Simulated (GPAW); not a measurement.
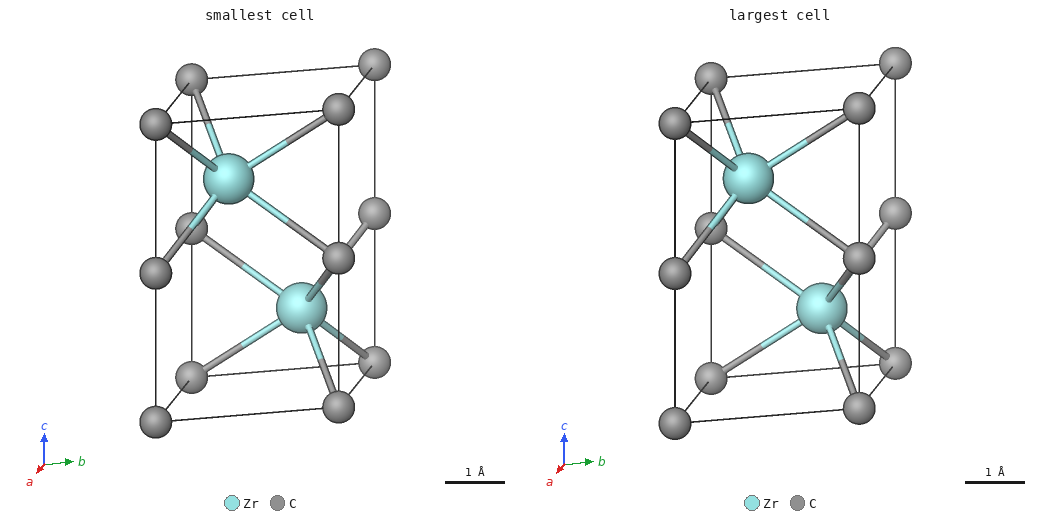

ZrC, anti-NiAs type, space group P6₃/mmc (No. 194), relaxed (cell and atoms, zero pressure) with five choices of dispersion term on top of PBEsol; the smallest and the largest of the relaxed conventional cells are drawn to one scale (sticks follow a distance rule). The start was a structure listed in the Materials Project. It needn't be the stable form of this composition.

Alike in all runs: GPAW 26.7.0; functional PBEsol; potentials PAW data sets generated in the run's folder for this functional; cutoff 800 eV; k mesh 6 × 6 × 4 on the run's cell of 4 atoms; occupations fermi-dirac, width 0.05 eV; no spin polarisation; no spin-orbit coupling. All runs are metallic.

```tsv
level	volume (Å³/atom)	a (Å)	c (Å)
D3	12.47	3.318	5.232
D4	12.56	3.322	5.254
D3(BJ)	12.39	3.308	5.227
D3(BJ)-ATM	?	?	?
none	12.66	3.332	5.267
```

Q: What does D3(BJ)-ATM give?

A: Volume 12.44 Å³/atom; a 3.313 Å; c 5.234 Å. That is between D3(BJ) and D3 in volume.

Q: Order the levels by the relaxed volume, smallest first.

A: D3(BJ) (12.39 Å³/atom), D3(BJ)-ATM (12.44 Å³/atom), D3 (12.47 Å³/atom), D4 (12.56 Å³/atom), none (12.66 Å³/atom). Rows within a few tenths of a per cent can't be told apart.

Caveat: later steps reuse the first step's grids; pairwise dispersion terms can overbind metals strongly.
